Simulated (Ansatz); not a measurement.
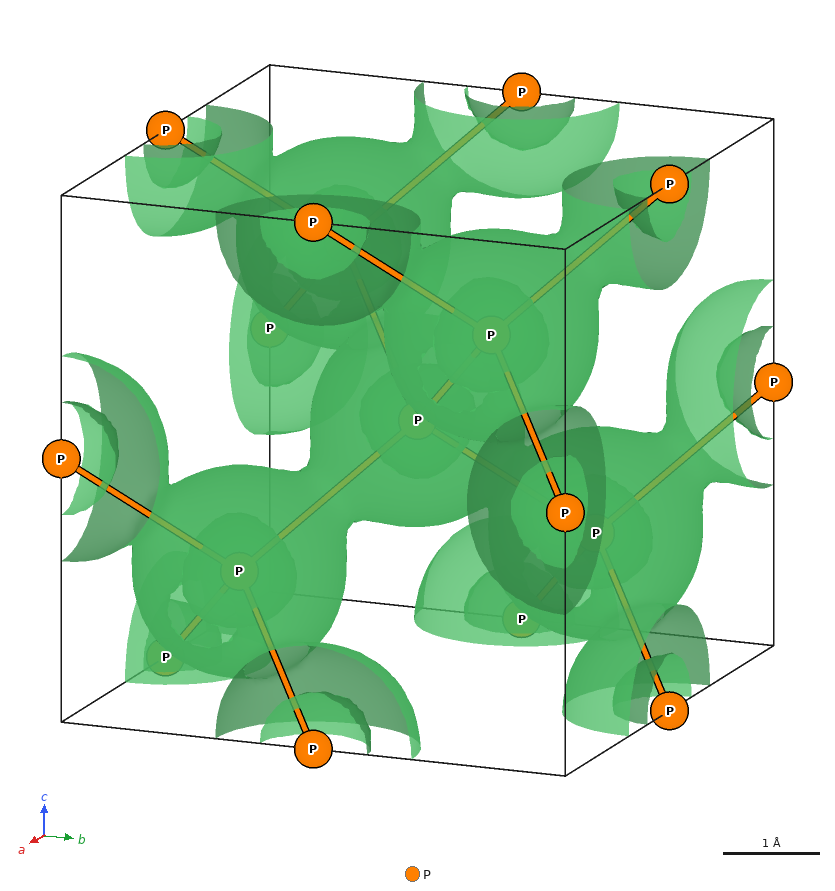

Figure. P. Isosurface of the ELF at 0.65 (green), seen slightly off an axis. Only the valence region is drawn (cores and ρ < 0.01 e/Å³ removed). Sticks mark near contacts.

Space group Fd-3m; set up as P, diamond; a generated structure, not necessarily the stable one.

These are results of DFT, BLYP, plane waves (420 eV) with PAW, scalar-relativistic in Ansatz, not measurements.

Identify the bonds, lone pairs and shells in this picture.

The ELF exceeds this value in one network that runs through the whole crystal, counted in one cell of 8 atoms. Regions shared between cells count once. There are no localised bonds or lone pairs at this value. Along the contacts the grid gives the following. P–P (2.47 Å): the ELF peaks at about 0.90 between the atoms.

Does the calculation give a band gap?

It is gapless in this calculation (a metal or semimetal).
